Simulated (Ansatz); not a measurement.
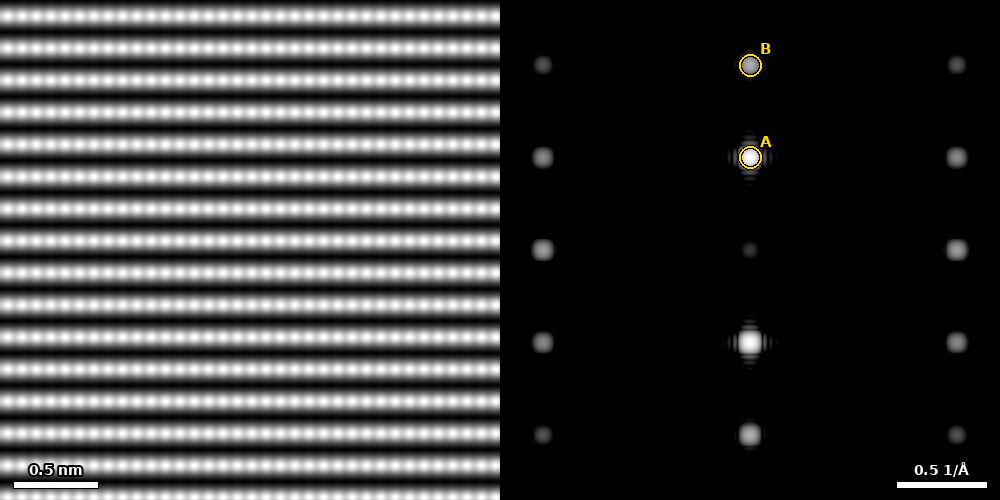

iDPC-like image of Tc (Fm-3m, No. 225) along [210]. Simulated as the projected potential of neutral atoms (B = 0.8 Å²) blurred by a 0.50 Å probe, the thin-sample limit of integrated differential phase contrast. The display is stretched by a gamma of 0.65; percentages refer to the linear signal. Structure used: the geometry given to an electronic-structure calculation, possibly off equilibrium; the starting structure was generated, so it need not be a known form of this composition.

The right panel is the modulus of the image's Fourier transform on a logarithmic scale.

a = 3.852 Å, b = 3.852 Å, c = 3.852 Å, α = 90.00°, β = 90.00°, γ = 90.00°

Question: Index the marked spots and give their plane spacings (the zone axis points at the viewer; indices equivalent by symmetry, or all signs reversed, are as good).

Answer: A: (0 0 -2), d = 1.93 Å; B: (0 0 -4), d = 0.96 Å. A and B enclose 0°, and every spot obeys the zone law hu + kv + lw = 0 for [210].
